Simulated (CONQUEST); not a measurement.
## Ag: 7 runs along one coordinate

System: Ag (Im-3m, 2 atoms in the cell).
Method: Kohn-Sham DFT of a periodic cell, PBE, PseudoDojo NC PBE, no spin polarisation (CONQUEST 1.3).

The 7 runs differ only in the geometry, by an even scaling of the cell at fixed fractional positions. The structure derives from a Materials Project entry.

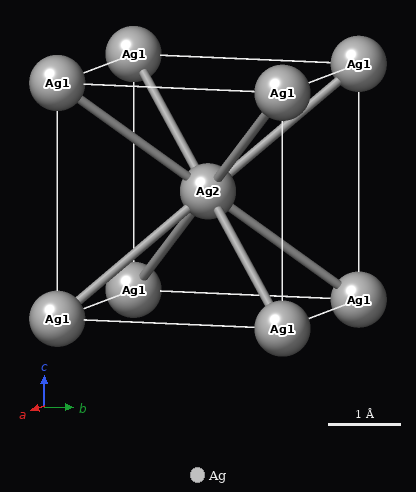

Figure 1. The structure of run 4 (ball-and-stick view of the cell of the calculation, seen slightly off an axis; atoms are numbered from 1 in the order of the input).

### Input of run 4
```
IO.Title Ag
IO.Coordinates coords.dat
IO.FractionalAtomicCoords T
IO.Iprint 2
IO.Iprint_init 1
General.NumberOfSpecies 1
General.PseudopotentialType hamann
AtomMove.TypeOfRun static
AtomMove.FullStress T
Grid.PointsAlongX 32
Grid.PointsAlongY 32
Grid.PointsAlongZ 32
DM.SolutionMethod diagon
Diag.MPMesh T
Diag.GammaCentred T
Diag.MPMeshX 8
Diag.MPMeshY 8
Diag.MPMeshZ 8
Diag.kT 0.00183747
minE.SCTolerance 1e-6
SC.MaxIters 100
IO.AtomChargeOutput T
%block ChemicalSpeciesLabel
1 107.870 Ag
%endblock
```

Command:
```bash
Conquest
```

Lattice vectors (Å) and fractional positions of run 4:
```
   3.311308    0.000000    0.000000
   0.000000    3.311308    0.000000
   0.000000    0.000000    3.311308
Ag  0.000000  0.000000  0.000000
Ag  0.500000  0.500000  0.500000
```

Run 3 has the same physical settings and fractional positions; its lattice vectors (Å) are:
```
   3.289084    0.000000    0.000000
   0.000000    3.289084    0.000000
   0.000000    0.000000    3.289084
```

### Results, with one run withheld

```tsv
run	volume per atom (Å³)	free energy per atom, from the lowest run given (meV)	pressure (GPa)
1	17.065	19.06	5.94
2	17.428	8.22	3.92
3	17.791	?	?
4	18.154	0.00	−0.20
5	18.517	2.40	−1.81
6	18.880	7.67	−2.66
7	19.243	14.94	−3.96
```

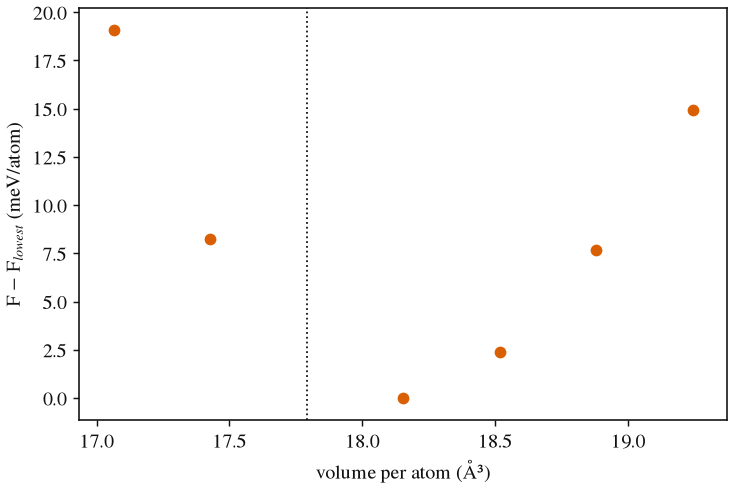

Figure 2. Free energy per atom of the runs given; the dotted line marks run 3.

Estimate the energy of run 3 from the others.

A cubic polynomial in V^(−2/3) (the Birch–Murnaghan form), fitted to the 6 runs given, misses them by at most 0.32 meV per atom. With x = V^(−2/3) − 0.14460 Å⁻², it reads F = 0.36105 − 321.1 x + 4.8938e+05 x² + 6.4486e+06 x³ (meV per atom). At run 3 it gives 1.97 meV per atom, and the run itself gives 1.75. The slope of the fit gives a pressure −dF/dV of 1.64 GPa there, and the run prints 1.79 GPa. The two needn't agree exactly: the fit is approximate, and the printed stress is taken on a finite basis. The fit has its minimum at 18.125 Å³ per atom, where V d²F/dV² gives 81.8 GPa: the bulk modulus at this level, since symmetry fixes the shape and the positions.

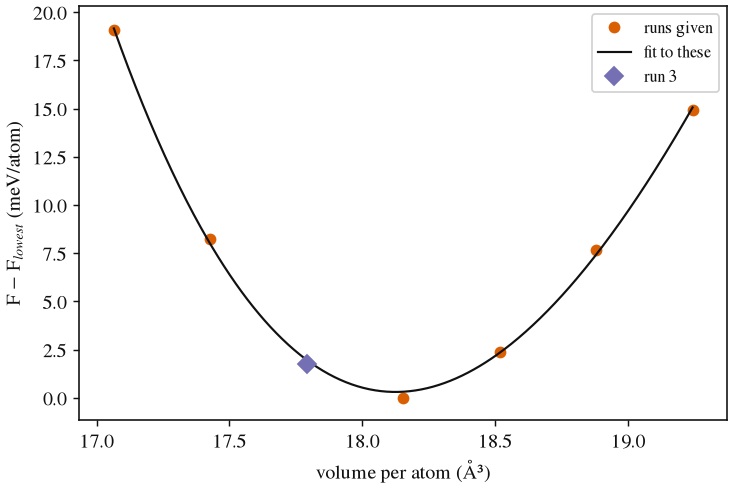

Figure 3. The fit and the withheld run.

### Some lines of the output (run 3)
```
[...]
          DFT Total Energy                 :      -309.990874266600997 Ha
          Free Energy (E-TS)               :      -310.020287928194705 Ha
          DFT Total Energy                 :      -310.018782460324815 Ha
          Free Energy (E-TS)               :      -310.019747744120480 Ha
          DFT Total Energy                 :      -310.019363422118602 Ha
          Free Energy (E-TS)               :      -310.019714229041881 Ha
          DFT Total Energy                 :      -310.019366069255796 Ha
          Free Energy (E-TS)               :      -310.019714084309840 Ha
          DFT Total Energy                 :      -310.019365225013416 Ha
          Free Energy (E-TS)               :      -310.019713889348168 Ha
          DFT Total Energy                 :      -310.019365713348748 Ha
      | Free Energy as E-TS      =      -310.019713889348168 Ha
      |* DFT total energy        =      -310.019365713348748 Ha
    force: Average pressure:      1.79453659 GPa
```

Notes: With a small basis of atomic orbitals these values can differ much from converged plane-wave results.
